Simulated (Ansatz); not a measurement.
Run report: VO$_{2}$, geometry relaxation (part 2 of 2)

VO$_{2}$ (6 atoms in the cell); DFT PBE, scalar-relativistic, plane waves, PAW, spin-polarised (Ansatz 0.2.0); cutoff 420 eV, 8×12×8 k-mesh, Gaussian smearing of 0.1 eV, collinear spins. The structure derives from an entry of the Crystallography Open Database.

Geometry of the input (Å; fractional positions):
```
4.5776  0.0000  0.0711
0.0000  2.8394  0.0000
-0.0737  0.0000  4.5875
V  0.0000  0.0000  0.0000
V  0.5000  0.5000  0.5000
O  0.7985  0.5000  0.1990
O  0.2015  0.5000  0.8010
O  0.7015  0.0000  0.6990
O  0.2985  0.0000  0.3010
```

Output, continued:
```
SCF iter   1: F=—  HF=-8098.759332 eV  |F-HF|=—  |Δ(HF+E_count)|=         —  Δρ=4.72e-6 (↑4.71e-6 ↓4.72e-6)  dr2=7.44e-9  dr2_m=5.03e-11  M=2.000 μB ∫|m|=2.431 μB  β_m=0.65  ethr=8.58e-8  ⟨swp⟩=3.4  Hψ=95614  notcnv=0
eigensolver tolerance schedule: the retry pair's looser diagonalisation over-reported the residual by 5770.31 of it (diagonalisation noise at 0.19 of the residual, at the tolerance the schedule requests for it); recorded, not acted on — ethr = c·dr2/N_el stays at c = 1.0e-1
preconditioner: auto → Kerker (q_TF=auto, 2.400 Å⁻¹)  [metal: Δε(μ)=0.000 eV  Ē_g=9.351 eV  σ=0.100 eV  W_gap=0.00  n_scr=10 (ndim 8)  ℏωp=28.0 eV  f_vac=0.031  D(μ)=3.12/eV (n_scr^D=38)]
spin=Collinear: Kerker preconditioning applied to the charge; magnetization (m = ρ↑ − ρ↓) channel mixes plain (no charge-response kernel on spin).
SCF iter   2: F=—  HF=-8098.759332 eV  |F-HF|=—  |Δ(HF+E_count)|=   2.92e-7  Δρ=1.96e-6 (↑1.96e-6 ↓1.89e-6)  dr2=2.01e-9  dr2_m=6.72e-11  M=2.000 μB ∫|m|=2.431 μB  β_m=0.63  ethr=1.49e-11  ⟨swp⟩=2.7  Hψ=29139  notcnv=0
SCF iter   3: F=—  HF=-8098.759332 eV  |F-HF|=—  |Δ(HF+E_count)|=   4.43e-9  Δρ=7.51e-7 (↑7.51e-7 ↓6.75e-7)  dr2=3.79e-10  dr2_m=1.38e-11  M=2.000 μB ∫|m|=2.431 μB  β_m=0.69  ethr=4.02e-12  ⟨swp⟩=2.0  Hψ=23179  notcnv=0
SCF iter   4: F=—  HF=-8098.759332 eV  |F-HF|=—  |Δ(HF+E_count)|=  8.57e-10  Δρ=4.10e-7 (↑4.10e-7 ↓2.09e-7)  dr2=2.20e-10  dr2_m=1.94e-11  M=2.000 μB ∫|m|=2.431 μB  β_m=0.85  ethr=1.00e-12  ⟨swp⟩=2.0  Hψ=22857  notcnv=0
SCF iter   5: F=—  HF=-8098.759332 eV  |F-HF|=—  |Δ(HF+E_count)|=  9.46e-11  Δρ=2.00e-7 (↑2.00e-7 ↓1.19e-7)  dr2=9.10e-11  dr2_m=2.45e-12  M=2.000 μB ∫|m|=2.431 μB  β_m=0.92  ethr=1.00e-12  ⟨swp⟩=2.1  Hψ=20849  notcnv=0
SCF iter   6: F=—  HF=-8098.759332 eV  |F-HF|=—  |Δ(HF+E_count)|=  1.09e-11  Δρ=9.01e-8 (↑9.01e-8 ↓8.01e-8)  dr2=2.12e-11  dr2_m=1.52e-13  M=2.000 μB ∫|m|=2.431 μB  β_m=0.96  ethr=1.00e-12  ⟨swp⟩=2.1  Hψ=19369  notcnv=0
SCF iter   7: F=—  HF=-8098.759332 eV  |F-HF|=—  |Δ(HF+E_count)|=  3.64e-12  Δρ=4.69e-8 (↑4.69e-8 ↓2.08e-8)  dr2=1.53e-12  dr2_m=2.84e-13  M=2.000 μB ∫|m|=2.431 μB  β_m=0.98  ethr=1.00e-12  ⟨swp⟩=1.0  Hψ=15232  notcnv=0
SCF iter   8: F=—  HF=-8098.759332 eV  |F-HF|=—  |Δ(HF+E_count)|=  3.64e-12  Δρ=2.89e-8 (↑2.89e-8 ↓9.52e-9)  dr2=9.03e-13  dr2_m=8.93e-14  M=2.000 μB ∫|m|=2.431 μB  β_m=0.99  ethr=1.00e-12  ⟨swp⟩=1.0  Hψ=15232  notcnv=0
SCF iter   9: F=-8098.759332 eV  HF=-8098.759332 eV  |F-HF|=3.64e-12  |Δ(HF+E_count)|=  1.82e-12  Δρ=5.49e-8 (↑5.49e-8 ↓9.41e-9)  dr2=4.17e-12  dr2_m=3.31e-13  M=2.000 μB ∫|m|=2.431 μB  ethr=1.00e-12  ⟨swp⟩=3.1  Hψ=50777  notcnv=0
SCF 4 converged in 9 iterations: F = -8098.759332 eV  dr2 = 4.17e-12
relax step   4: F+E_penalty+E_count = -8098.75933200 eV  Δ(F+E_penalty+E_count) = +5.749e-5 eV  max|allowed force component| = 1.225e-3 eV/Å  Δτ_max = 0.0000 Å  P = +0.003 GPa  Ω = 59.633 Å³  stress off target by 3.29e-2 GPa  SCF on the basis re-selected at this cell (its energy is not comparable with the rows above)  (9 SCF iters)
```

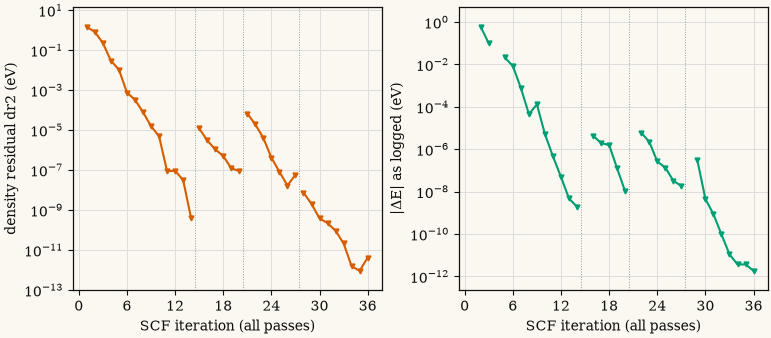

Figure 1. Convergence of the self-consistent field: density residual dr2 and size of the energy change against the SCF iteration. The dotted lines part the SCF passes of the relaxation: geometry steps, rejected trials and re-solves on a re-selected basis. The passes take 14, 6, 7 and 9 iterations.

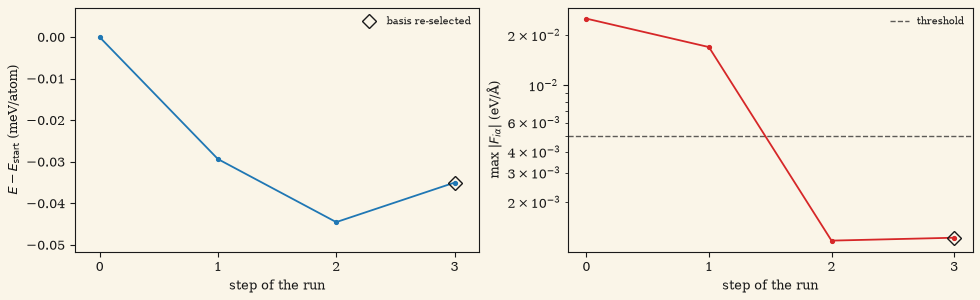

Figure 2. Progress of the relaxation, step by step (the first geometry is step 0 here and step 1 in the log). Over 2 geometry steps the energy falls by next to nothing (0.0 meV per atom). The largest force component goes from 0.025 to 0.0012 eV/Å. Pressure: −0.14 GPa at the start and 0.00 GPa at the end. The largest moves relative to the cell, 0.007 Å, are those of O3, O4, O5 and O6. V stays in place. The space group (tolerance 0.01 Å) goes from Pnnm (No. 58) to P4_2/mnm (No. 136). A last SCF at the same geometry on a re-selected plane-wave basis shifts the energy by +0.0 meV per atom. (Atoms are counted from 1 in the order of the input.)

```
basis re-selected at this cell: Δ(F+E_penalty+E_count) = +5.749e-5 eV, ΔP = -0.001 GPa vs the last step (what re-selecting the basis moved, of the pressure what is left beyond the Pulay correction that the steps carried, after the strain that the cell walked since its last selection, with what the two solves' SCF thresholds leave and, on support functions, any second-order correction that the steps lacked; it is no measure of the basis error at this ecutwfc). This SCF's stress stands 3.29e-2 GPa from its target on what of the cell is left free (relax.cell.stress_tol is 5.00e-2 GPa) and its largest allowed force component is 1.22e-3 eV/Å (relax.f_tol is 5.00e-3 eV/Å): within both
SCF converged after 9 iterations
Magnetization: 1.9997 μB (25.9998 up, 24.0002 down)
Absolute magnetization: 2.4314 μB (∫|ρ↑−ρ↓|, with the PAW one-centre terms)
Spin contamination: 0.0410 ħ² per cell (⟨S²⟩ above its minimum at these occupations)
Per-site moments (μB) at R_I (Å): [(0.8329376413463445, 0.79287738205299), (0.8329495121686381, 0.7929239293205768), (-0.04736351431699826, 0.7928773820529901), (-0.04736351431699821, 0.79287738205299), (-0.04737135935327576, 0.7929239293205768), (-0.04737135935327579, 0.7929239293205769)]
Free energy (F): -8098.759332 eV
Harris-Foulkes:  -8098.759332 eV  (|F-HF|=3.64e-12)
Internal energy: -8098.743730 eV  (E = F + TS)
E sigma→0 (E₀):  -8098.751531 eV
Entropy (-TS):   -0.015602 eV (-2.600 meV/atom)
Fermi energy:    10.843670 eV
--- Per-component energies (eV) ---
  E_band       = -451.650510
  E_kinetic    = 1369.106223
  E_local      = -3589.407616  (includes V_loc(G=0)·N_el)
  E_nonlocal   = 91.921795
  E_hartree    = 1455.191729
  E_xc         = -555.166895
  E_vxc        = -706.231409  (∫ρ·V_xc dr)
  E_paw        = -2851.386979  (= ΣΔE_a)
  E_vpaw       = -527.433343  (= ΣTr[D̂ρ^β])
  E_aug_tail   = 0.010401  (compensation charges beyond the density's cutoff)
  E_ewald      = -4019.012388
  E_smearing   = -0.015602  (= −TS)
  E_closure    = 0.000000  (closes the sum)
  Σ components = -8098.759332   (vs F -8098.759332, Δ=0.00e0)
--- Forces (eV/Å), atoms counted from 1 ---
  atom   1  V      0.00000000     0.00000000     0.00000000
  atom   2  V      0.00000000     0.00000000     0.00000000
  atom   3  O     -0.00075990    -0.00000000     0.00122451
  atom   4  O      0.00075990     0.00000000    -0.00122451
  atom   5  O     -0.00058995     0.00000000     0.00074891
  atom   6  O      0.00058995    -0.00000000    -0.00074891
  max |Σ_I F_I| component: 1.08e-19 eV/Å
--- Stress (GPa, compression-positive) ---
        0.022289       0.000000      -0.021942
        0.000000      -0.002071      -0.000000
       -0.021942      -0.000000      -0.012281
  P = ⅓ Tr σ = 0.0026 GPa (0.026 kbar)
--- Band table (eV; the first three rows and the last of 476) ---
  k-point 0 ↑: bands = ["-55.2186", "-55.2101", "-29.0438", "-29.0435", "-28.9631", "-28.9612", "-28.9611", "-28.9443", "-9.1433", "-7.7195", "-7.2383", "-7.2371", "3.1057", "3.7149", "4.1272", "5.4966", "5.4985", "6.4474", "6.4511", "7.4509", "8.7994", "8.9214", "8.9230", "9.3149", "9.8244", "10.0566", "10.5093", "10.5100", "10.6198", "12.6216", "12.7348", "14.8798"]
  k-point 1 ↑: bands = ["-55.2182", "-55.2104", "-29.0408", "-29.0404", "-28.9645", "-28.9643", "-28.9624", "-28.9450", "-9.0882", "-7.7408", "-7.2859", "-7.2493", "3.2135", "3.7710", "4.2310", "5.5056", "5.5120", "6.3371", "6.4048", "7.4422", "8.5125", "8.6471", "8.7494", "9.3164", "9.9490", "10.2190", "10.5839", "10.6397", "10.7607", "12.6628", "12.7650", "14.8318"]
  k-point 2 ↑: bands = ["-55.2173", "-55.2113", "-29.0324", "-29.0316", "-28.9739", "-28.9732", "-28.9603", "-28.9471", "-8.9286", "-7.8432", "-7.3715", "-7.2827", "3.4877", "3.9145", "4.5569", "5.5282", "5.5444", "6.0693", "6.2531", "7.4423", "7.7194", "8.3155", "8.5218", "9.1651", "10.1728", "10.4459", "10.7715", "10.8958", "11.0766", "12.4652", "13.1739", "14.7142"]
  k-point 237 ↓: bands = ["-54.0722", "-54.0722", "-28.2531", "-28.2528", "-27.8771", "-27.8769", "-27.8279", "-27.8278", "-7.7305", "-7.7296", "-7.5047", "-7.5036", "4.4324", "4.4326", "4.4642", "4.4642", "5.6945", "5.6948", "6.1767", "6.1770", "7.9857", "7.9869", "8.5855", "8.5857", "11.8937", "11.8941", "12.3169", "12.3172", "12.6265", "12.6270", "14.8721", "14.8725"]
--- Relaxed structure (3 steps of the walk, 3 accepted, 1 SCFs on fresh bases) ---
  F+E_penalty+E_count = -8098.75933200 eV   max|allowed force component| = 1.225e-3 eV/Å   (the final SCF, on the basis selected at the relaxed cell)
  cell:  # Å, volume = 59.6325 Å³
    - [4.581807877446407, 0.0, 0.07261085691929284]
    - [0.0, 2.838334269998765, 0.0]
    - [-0.07219944254131273, 0.0, 4.584315279187625]
  atoms:
    - { symbol: V, position: [7.385938966906431e-21, 0.0, -3.162626287214454e-20] }
    - { symbol: V, position: [0.5, 0.49999999999999994, 0.5000000000000001] }
    - { symbol: O, position: [0.7998225375727389, 0.49999999999999994, 0.1998138069633102] }
    - { symbol: O, position: [0.20017746242726128, 0.49999999999999994, 0.8001861930366901] }
    - { symbol: O, position: [0.7001915278925244, 0.0, 0.6998120008218204] }
    - { symbol: O, position: [0.2998084721074755, 0.0, 0.3001879991781799] }
--- Löwdin populations: 6 sites ---
  site symbol       q [e]    m [muB]
     0      V     11.6432     1.1146
     1      V     11.6433     1.1146
     2      O      6.6382    -0.0614
     3      O      6.6382    -0.0614
     4      O      6.6383    -0.0614
     5      O      6.6383    -0.0614
  spilling = 0.003211 (of n_electrons = 50.000000)
```

File populations.tsv:
```
# site	symbol	l	j	q_up	q_dn
# orbitals = lowdin
# n_electrons = 50.000000
# spilling = 0.003211
0	V	0_3S	-	0.994103	0.994185
0	V	0_4S	-	0.196649	0.186421
0	V	1_3P	-	2.994719	2.994853
0	V	2_3D	-	2.193470	1.088837
1	V	0_3S	-	0.994103	0.994186
1	V	0_4S	-	0.196650	0.186427
1	V	1_3P	-	2.994720	2.994853
1	V	2_3D	-	2.193462	1.088857
2	O	0_2S	-	0.887356	0.888034
2	O	1_2P	-	2.401032	2.461788
3	O	0_2S	-	0.887356	0.888034
3	O	1_2P	-	2.401032	2.461788
4	O	0_2S	-	0.887376	0.888053
4	O	1_2P	-	2.401043	2.461806
5	O	0_2S	-	0.887376	0.888053
5	O	1_2P	-	2.401043	2.461806
```

Trajectory as extended XYZ (Å, eV, eV/Å), 4 frames, from step=1 to step=4:
```
6
Lattice="4.5776 0.0000 0.0711 0.0000 2.8394 0.0000 -0.0737 0.0000 4.5875" Properties=species:S:1:pos:R:3:forces:R:3 step=1 energy=-8098.75912 pressure_GPa=-0.14
V     0.0000    0.0000    0.0000    0.0000   0.0000   0.0000
V     2.2520    1.4197    2.3293    0.0000   0.0000   0.0000
O     3.6406    1.4197    0.9698    0.0252   0.0000  -0.0149
O     0.8633    1.4197    3.6888   -0.0252   0.0000   0.0149
O     3.1596    0.0000    3.2565   -0.0220   0.0000  -0.0117
O     1.3443    0.0000    1.4021    0.0220   0.0000   0.0117
6
Lattice="4.5777 0.0000 0.0718 0.0000 2.8392 0.0000 -0.0730 0.0000 4.5867" Properties=species:S:1:pos:R:3:forces:R:3 step=2 energy=-8098.75930 pressure_GPa=-0.05
V     0.0000    0.0000    0.0000    0.0000   0.0000   0.0000
V     2.2524    1.4196    2.3292    0.0000   0.0000   0.0000
O     3.6422    1.4196    0.9709    0.0170   0.0000  -0.0088
O     0.8625    1.4196    3.6876   -0.0170   0.0000   0.0088
O     3.1588    0.0000    3.2572   -0.0162   0.0000  -0.0090
O     1.3460    0.0000    1.4013    0.0162   0.0000   0.0090
6
Lattice="4.5818 0.0000 0.0726 0.0000 2.8383 0.0000 -0.0722 0.0000 4.5843" Properties=species:S:1:pos:R:3:forces:R:3 step=3 energy=-8098.75939 pressure_GPa=0.00
V     0.0000    0.0000    0.0000    0.0000   0.0000   0.0000
V     2.2548    1.4192    2.3285    0.0000   0.0000   0.0000
O     3.6502    1.4192    0.9741   -0.0007   0.0000   0.0012
O     0.8594    1.4192    3.6828    0.0007   0.0000  -0.0012
O     3.1576    0.0000    3.2590   -0.0005   0.0000   0.0008
O     1.3520    0.0000    1.3979    0.0005   0.0000  -0.0008
6
Lattice="4.5818 0.0000 0.0726 0.0000 2.8383 0.0000 -0.0722 0.0000 4.5843" Properties=species:S:1:pos:R:3:forces:R:3 step=4 energy=-8098.75933 pressure_GPa=0.00
V     0.0000    0.0000    0.0000    0.0000   0.0000   0.0000
V     2.2548    1.4192    2.3285    0.0000   0.0000   0.0000
O     3.6502    1.4192    0.9741   -0.0008   0.0000   0.0012
O     0.8594    1.4192    3.6828    0.0008   0.0000  -0.0012
O     3.1576    0.0000    3.2590   -0.0006   0.0000   0.0007
O     1.3520    0.0000    1.3979    0.0006   0.0000  -0.0007
```

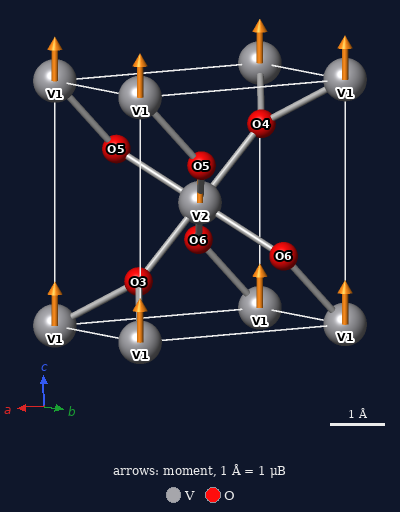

Figure 3. Magnetic moments of the sites as orange arrows (ball-and-stick view of the cell of the calculation, seen at an oblique angle; atoms are numbered from 1 in the order of the input); small moments hardly show. The run is collinear, so the axis drawn is arbitrary. Site moments: V1, V2 (0.83 μB). They are counted near the atoms and needn't add up to the moment of the cell.

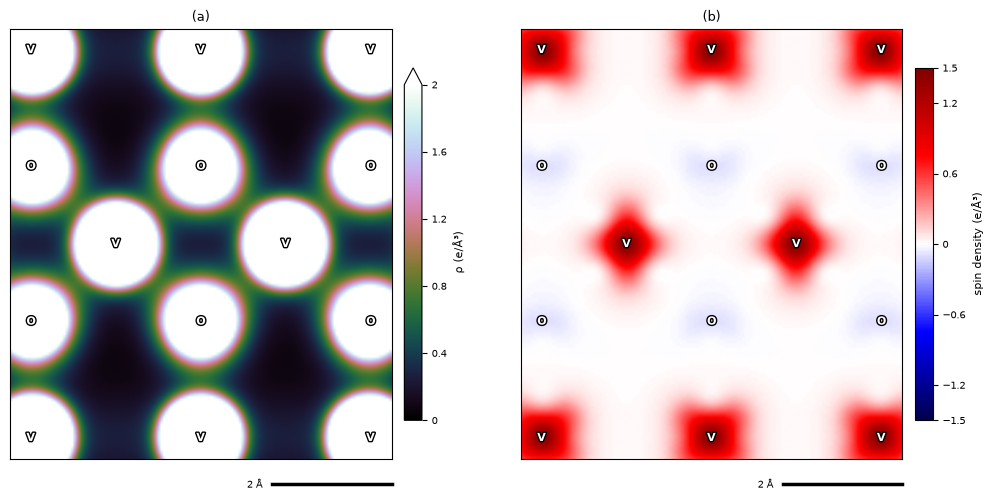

Figure 4. (a) valence pseudo-density; (b) spin density (up minus down) on the (11̄0) plane of the conventional cell. V–O (1.94 Å): ρ is about 0.69 e/Å³ halfway. Away from the nuclei the density in this plane falls to 0.07 e/Å³ at its lowest. The cell of the calculation (6 atoms) carries 2.0 μB net. Core electrons are frozen (PAW), so the fields are smoothed inside the atomic spheres.

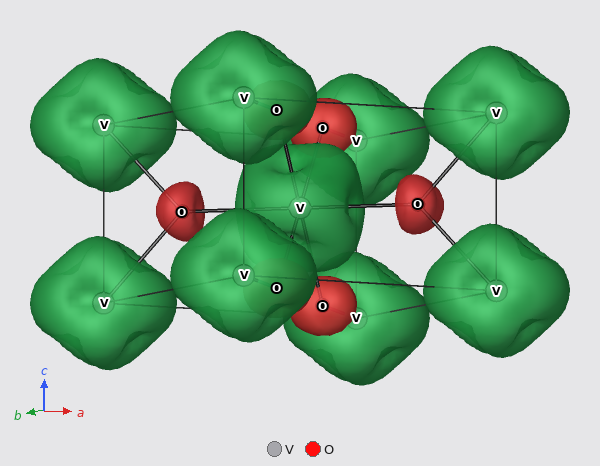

Figure 5. Isosurfaces of the spin density at +0.04 (green) and −0.04 e/Å³ (red), seen at an oblique angle. Sticks mark near contacts. The outline is the cell set on symmetry axes. The cell of the calculation (6 atoms) carries 2.0 μB net.

Summary:

```csv
quantity,value
outcome,converged
space group (tolerance 0.01 Å),Pnnm (58) → P4₂/mnm (136)
electrons treated,50
free energy,−8098.7593 eV
Fermi energy,10.844 eV
gap on the k-point mesh,none (metallic)
net moment of the cell,2.00 μB
integrated absolute moment,2.43 μB
pressure,0.00 GPa
final volume,59.63 Å³
largest force (length of the vector) at the end,0.001 eV/Å
final cell,"a = 4.582 Å, b = 2.838 Å, c = 4.585 Å, α = 90.00°, β = 89.99°, γ = 90.00°"
wall time,6.4 min
peak memory,0.93 GiB
```
